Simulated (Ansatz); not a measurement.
A series of calculations on Al25Pt13 and related structures

**1. Relaxation**

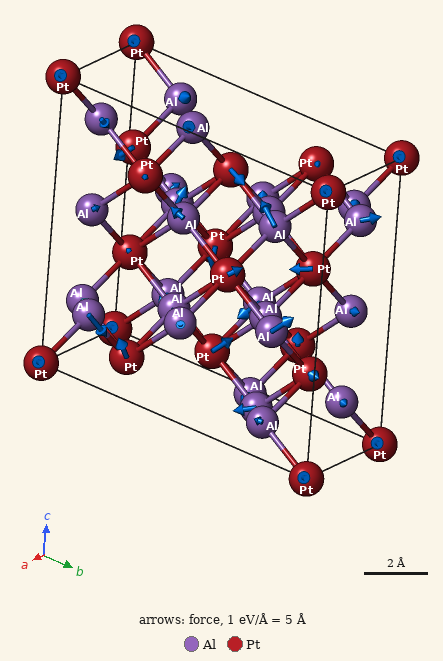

Starting geometry of a defect cell of composition Al25Pt13 with the computed forces as blue arrows. Style: ball-and-stick. Shown: the cell of the calculation, slightly off an axis.

Case: Al vacancy, atoms relaxed.

Level of theory: Ansatz 0.2.0, DFT PBE, scalar-relativistic, plane waves, PAW. Settings: plane-wave cutoff 420 eV; k-point mesh 3 × 3 × 3; occupations gaussian; smearing width 0.1 eV; no spin polarisation; atoms relaxed in a fixed cell; force threshold 0.02 eV/Å; at most 50 steps.

Is this structure relaxed? If not, where do the atoms go?

It isn't relaxed: the largest force vector, on Al atoms, is 0.23 eV/Å. The final displacements follow the starting forces only in part (cosine between the two patterns 0.83). Over 2 geometry steps the energy falls by 57.8 meV per cell of the calculation. The largest force component goes from 0.16 to 0.013 eV/Å. The largest moves, 0.050 Å, are those of Al atoms. Largest moves by element: Al 0.050 Å, Pt 0.038 Å. The cell stays as it was. Some distances before and after: Al–Pt 2.575 → 2.521 Å, Al–Pt 2.575 → 2.602 Å, Al–Pt 2.575 → 2.563 Å.

**2. Relaxation**

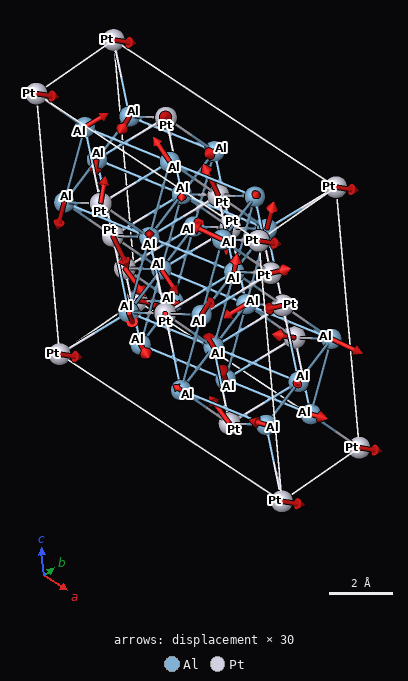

A relaxation of a defect cell of composition Al13Pt6. The starting structure is drawn; red arrows show the displacements, 30 times their true length.

Style: ball-and-stick. Shown: the cell of the calculation, slightly off an axis.

Case: Pt vacancy, atoms relaxed.

Level of theory: DFT PBE, scalar-relativistic, plane waves, PAW (Ansatz 0.2.0). Settings: plane-wave cutoff 420 eV; k-point mesh 3 × 3 × 3; occupations gaussian; smearing width 0.1 eV; no spin polarisation; atoms relaxed in a fixed cell; force threshold 0.02 eV/Å; at most 50 steps.

> What did the optimiser do to the structure, and how much energy did it gain?

After 2 geometry steps the energy has fallen by 0.100 eV per cell of the calculation. Largest force component: 0.25 eV/Å at the start, 0.019 eV/Å at the end. The largest moves, 0.045 Å, are those of Pt atoms. Largest moves by element: Pt 0.045 Å, Al 0.039 Å. The lattice vectors keep their values. Near-neighbour distances that change, for instance: Al–Al 2.973 → 3.031 Å, Al–Al 2.973 → 2.927 Å, Al–Al 2.973 → 3.004 Å, Al–Al 2.973 → 2.948 Å. The run took 46 s on 4 threads of Intel(R) Xeon(R) Processor @ 2.30GHz, with other jobs on the host, peak memory 1.9 GiB.

**3. Vacancy jump**

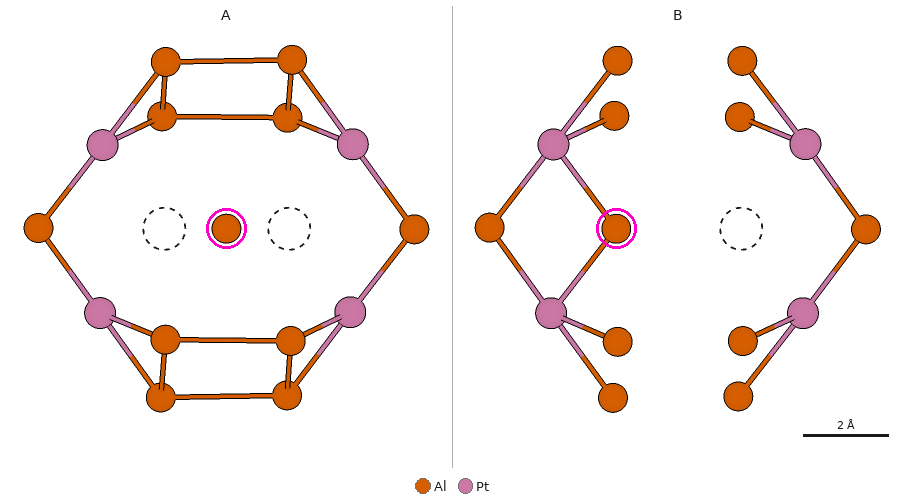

A vacancy jump of aluminium in Al2Pt (Fm-3m phase), in a neutral cell with 38 atoms, whose images lie 9.4 Å apart. One frame is the relaxed vacancy; in the other the neighbouring Al atom (ringed) was set half-way along its jump of 2.97 Å and all atoms were relaxed in the symmetry of that start. Dashed circles mark empty sites. A ball-and-stick model of the slice 3.8 Å thick through the jump, out to 4.7 Å from its middle, seen across the jump.

All numbers below come from Ansatz 0.2.0, DFT PBE, scalar-relativistic, plane waves, PAW. Set-up: plane-wave cutoff 420 eV; k-point mesh 3 × 3 × 3; occupations gaussian; smearing width 0.1 eV; no spin polarisation; atoms relaxed in a fixed cell; force threshold 0.02 eV/Å.

> Which frame is the half-way one, and how far apart are the two in energy?

Frame A is the half-way start after relaxation. It lies 1.04 eV above the relaxed vacancy. The atom stays half-way, on the straight line. The symmetry of the start was kept and can hold it there, so for a path with one hump at the middle this is the barrier or an upper bound to it. There it has 2 Pt as nearest neighbours, the closest at 2.36 Å. Both cells are metallic on the mesh.

**4. Vacancy jump**

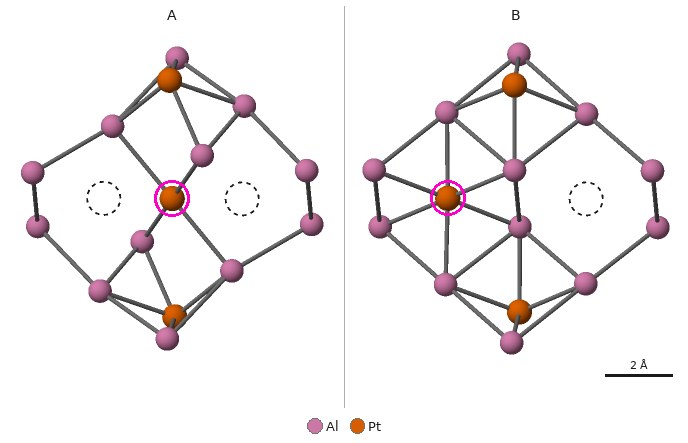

A vacancy jump of platinum in Al$_{2}$Pt (Fm-3m phase), in a neutral cell with 38 atoms, whose images lie 9.4 Å apart. One frame is the relaxed vacancy; in the other the neighbouring Pt atom (ringed) was set half-way along its jump of 4.20 Å and all atoms were relaxed in the symmetry of that start. Dashed circles mark empty sites. Style: ball-and-stick. Shown: the slice 3.8 Å thick through the jump, out to 5.3 Å from its middle, across the jump.

All numbers below come from Ansatz, DFT PBE, scalar-relativistic, plane waves, PAW. (plane-wave cutoff 420 eV; k-point mesh 3 × 3 × 3; occupations gaussian; smearing width 0.1 eV; no spin polarisation; atoms relaxed in a fixed cell; force threshold 0.02 eV/Å).

Which frame is the half-way one, and how far apart are the two in energy?

Answer. Frame A is the half-way start after relaxation. It lies 4.07 eV above the relaxed vacancy. The atom stays half-way, on the straight line. The symmetry of the start was kept and can hold it there, so for a path with one hump at the middle this is the barrier or an upper bound to it. There it has 2 Al as nearest neighbours, the closest at 2.42 Å. Both cells are metallic on the mesh.
